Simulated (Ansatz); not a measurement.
**Energy of WC along a strain of the cell**

System: WC (2 atoms in the cell).
Method: DFT PBEsol, scalar-relativistic, plane waves, PAW, no spin polarisation (Ansatz 0.2.0).

The 5 runs differ only in the geometry, by a strain of the cell at fixed fractional positions. Against run 3, the strain is εxx = η and εyy = η. The structure derives from a Materials Project entry.

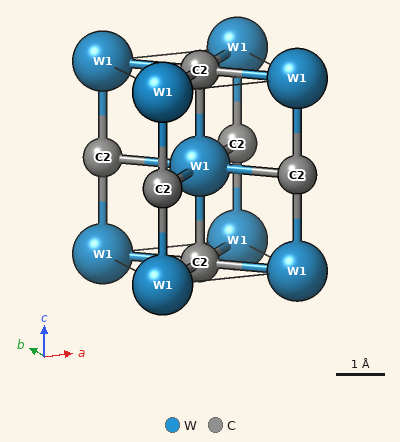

Figure 1. The structure of run 3 (ball-and-stick view of the cell 2 times as large as that of the calculation, set on its symmetry axes, seen slightly off an axis; atoms are numbered from 1 in the order of the input). An atom can appear more than once, as a periodic image.

### Input of run 3
```yaml
crystal:
  lattice:
    - [0.0, 2.1726853742, 2.0640511055]
    - [2.1726853742, 0.0, 2.0640511055]
    - [2.1726853742, 2.1726853742, 0.0]
  atoms:
    - { symbol: W, position: [0.0, 0.0, 0.0] }
    - { symbol: C, position: [0.5, 0.5, 0.5] }
basis:
  ecutwfc: 420
kpoints:
  mp_grid: { grid: [24, 24, 24] }
hamiltonian:
  xc: pbesol
scf:
  occupations: { method: gaussian, width: 0.15 }
output:
  forces: true
  stress: true
  eigenvalues: true
```

Command:
```bash
ansatz run input.yaml --threads 2 --pin off --max-ram 5120MiB --backend cpu --events-out ev --progress --plain --runs-dir out
```

Lattice vectors (Å) and fractional positions of run 3:
```
   0.000000    2.172685    2.064051
   2.172685    0.000000    2.064051
   2.172685    2.172685    0.000000
W   0.000000  0.000000  0.000000
C   0.500000  0.500000  0.500000
```

Run 4 differs from it as follows:
```diff
-    - [0.0, 2.1726853742, 2.0640511055]
-    - [2.1726853742, 0.0, 2.0640511055]
-    - [2.1726853742, 2.1726853742, 0.0]
+    - [0.0, 2.2270025086, 2.0640511055]
+    - [2.2270025086, 0.0, 2.0640511055]
+    - [2.2270025086, 2.2270025086, 0.0]
```

### Results, with one run withheld

| run | strain parameter η (%) | free energy per atom, from the lowest run given (meV) | pressure (GPa) |
| --- | --- | --- | --- |
| 1 | −5.0000 | 253.26 | 83.27 |
| 2 | −2.5000 | 74.29 | 50.13 |
| 3 | 0.0000 | 0.00 | 24.84 |
| 4 | 2.5000 | ? | ? |
| 5 | 5.0000 | 73.49 | −8.52 |

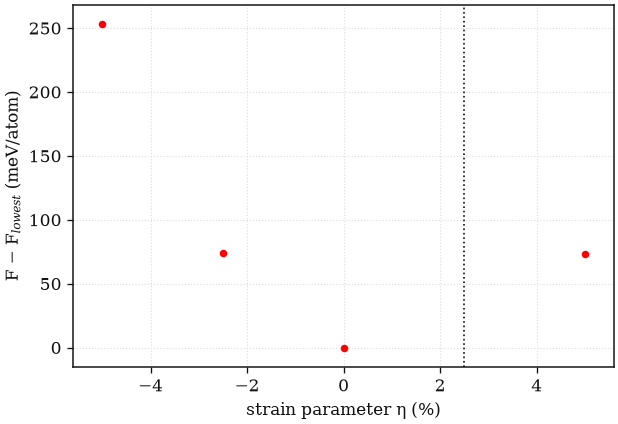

Figure 2. Free energy per atom of the runs given; the dotted line marks run 4.

Fit the runs given and predict run 4.

A quadratic polynomial in the coordinate, fitted to the 4 runs given, misses them by at most 6.69 meV per atom. With x = η + 0.6250, it reads F = 8.6281 − 26.02 x + 6.7022 x² (meV per atom). At run 4 it gives −7.23 meV per atom, and the run itself gives 6.19. The fit has its minimum at η = 1.3162 %. The fit misses that run by 13.42 meV per atom.

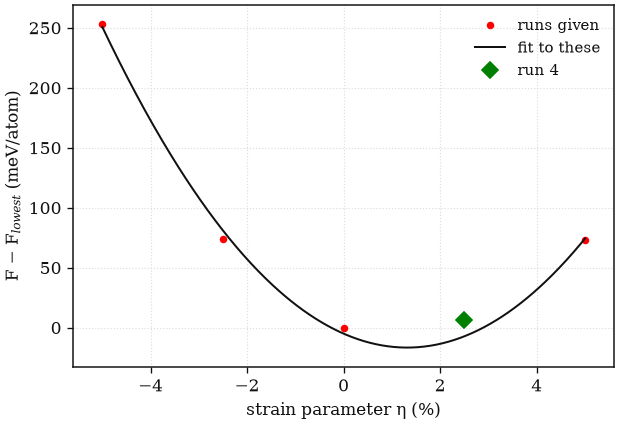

Figure 3. The fit and the withheld run.

### Output, shortened to warnings, some set-up lines, iterations and results (run 4)
```
Basis set: ecut = 420 eV, 395 PW (Γ), exchange–correlation on 48×48×48 points (8 copies of the dense FFT grid, shifted against one another)
Symmetry: 16 space group operations
k-points: 1063 of 13824
Initial density: superposition of atomic densities (neutral atoms: chi_scale 0, normalization atom), corrected by the library's trained network
[...]
SCF iter   1: F=—  HF=-10502.662909 eV  |F-HF|=—  |Δ(HF+E_count)|=         —  Δρ=7.10e-3  dr2=9.34e-3  ethr=1.77e-3  ⟨swp⟩=5.0  Hψ=150268  notcnv=0  defer=677
SCF iter   2: F=—  HF=-10502.661907 eV  |F-HF|=—  |Δ(HF+E_count)|=   1.00e-3  Δρ=4.72e-3  dr2=4.56e-3  ethr=5.19e-5  ⟨swp⟩=1.0  Hψ=26575  notcnv=0  defer=706
SCF iter   3: F=—  HF=-10502.660985 eV  |F-HF|=—  |Δ(HF+E_count)|=   9.21e-4  Δρ=5.79e-4  dr2=4.64e-5  ethr=2.53e-5  ⟨swp⟩=1.8  Hψ=18134  notcnv=0  defer=706
SCF iter   4: F=—  HF=-10502.660966 eV  |F-HF|=—  |Δ(HF+E_count)|=   1.94e-5  Δρ=1.36e-4  dr2=2.04e-6  ethr=2.58e-7  ⟨swp⟩=2.6  Hψ=24024  notcnv=0  defer=706
SCF iter   5: F=-10502.660966 eV  HF=-10502.660966 eV  |F-HF|=2.79e-8  |Δ(HF+E_count)|=   5.34e-8  Δρ=1.76e-5  dr2=4.21e-8  ethr=1.13e-8  ⟨swp⟩=2.0  Hψ=19810  notcnv=0  …
SCF iter   6: F=-10502.660966 eV  HF=-10502.660966 eV  |F-HF|=1.06e-10  |Δ(HF+E_count)|=   1.41e-8  Δρ=2.37e-6  dr2=3.48e-10  ethr=2.34e-10  ⟨swp⟩=6.1  Hψ=74173  notcnv=0
SCF 1 converged in 6 iterations: F = -10502.660966 eV  dr2 = 3.48e-10
SCF converged after 6 iterations
Free energy (F): -10502.660966 eV
Harris-Foulkes:  -10502.660966 eV  (|F-HF|=1.06e-10)
Internal energy: -10502.650578 eV  (E = F + TS)
E sigma→0 (E₀):  -10502.655772 eV
Entropy (-TS):   -0.010389 eV (-5.194 meV/atom)
Fermi energy:    22.314597 eV
--- Per-component energies (eV) ---
  E_band       = -52.330788
  E_kinetic    = 544.311720
  E_local      = -645.678590  (includes V_loc(G=0)·N_el)
  E_nonlocal   = 29.320762
  E_hartree    = 226.985920
  E_xc         = -314.773425
  E_vxc        = -300.375026  (∫ρ·V_xc dr)
  E_paw        = -8531.288205  (= ΣΔE_a)
  E_vpaw       = -133.881251  (= ΣTr[D̂ρ^β])
  E_aug_tail   = -0.000030  (compensation charges beyond the density's cutoff)
  E_ewald      = -1811.771622
  E_core_change = 0.242893  (= ΣΔE_core)
  E_smearing   = -0.010389  (= −TS)
  E_closure    = -0.000000  (closes the sum)
  Σ components = -10502.660966   (vs F -10502.660966, Δ=0.00e0)
--- Forces (eV/Å), atoms counted from 1 ---
  atom   1  W     -0.00000000    -0.00000000     0.00000000
  atom   2  C      0.00000000    -0.00000000     0.00000000
  max |Σ_I F_I| component: 2.37e-30 eV/Å
--- Stress (GPa, compression-positive) ---
      -12.718161       0.000000       0.000000
        0.000000     -12.718161       0.000000
        0.000000       0.000000      42.634419
  P = ⅓ Tr σ = 5.7327 GPa (57.327 kbar)
```

Notes: Spin–orbit coupling is left out, which matters for W.
